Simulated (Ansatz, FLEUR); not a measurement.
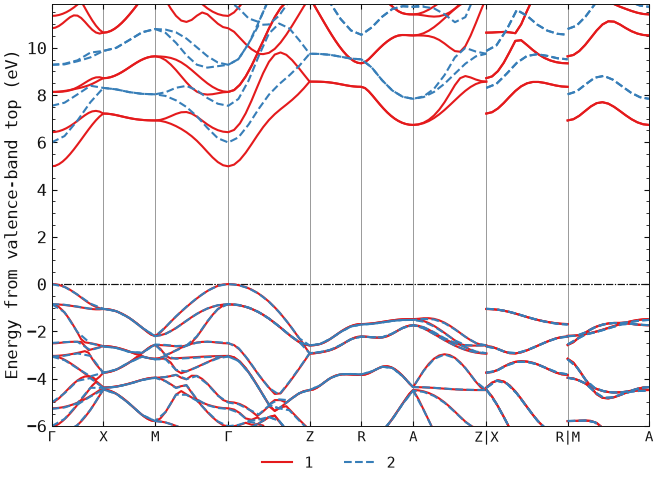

Band structures of rutile-type SiO₂, space group P4_2/mnm, 6 atoms in the cell (a = 4.233 Å, c = 2.693 Å (tetragonal axes)), by two methods on the same cell. Each is counted from its own valence-band top.

Which curve is which? The methods: PBEsol (Ansatz), r2SCAN (FLEUR).

Answer. 1 is PBEsol (Ansatz); 2 is r2SCAN (FLEUR). PBEsol (Ansatz) gives a gap of 4.98 eV along the path and r2SCAN (FLEUR) gives a gap of 5.99 eV along the path.

Settings. PBEsol (Ansatz): Ansatz PAW, no spin polarisation, no spin-orbit coupling, 6×6×10 k mesh, 420 eV cutoff, Fermi-Dirac smearing of 0.05 eV (Ansatz 0.2.0). r2SCAN (FLEUR): all-electron, no spin polarisation, no spin-orbit coupling, 6×6×10 k mesh, Fermi-Dirac smearing of 0.05 eV (FLEUR MaX-R8.1 (later development tree)).

The two runs differ in program as well. LDA, GGA and most meta-GGA functionals understate gaps. The usual form of SiO2 is α-quartz. PBEsol (Ansatz): the PAW data sets were made with another functional. r2SCAN (FLEUR): the meta-GGA is that of a development version, with a GGA for the radial functions and cores and without core tails. The cell is at −7 GPa in PBEsol.
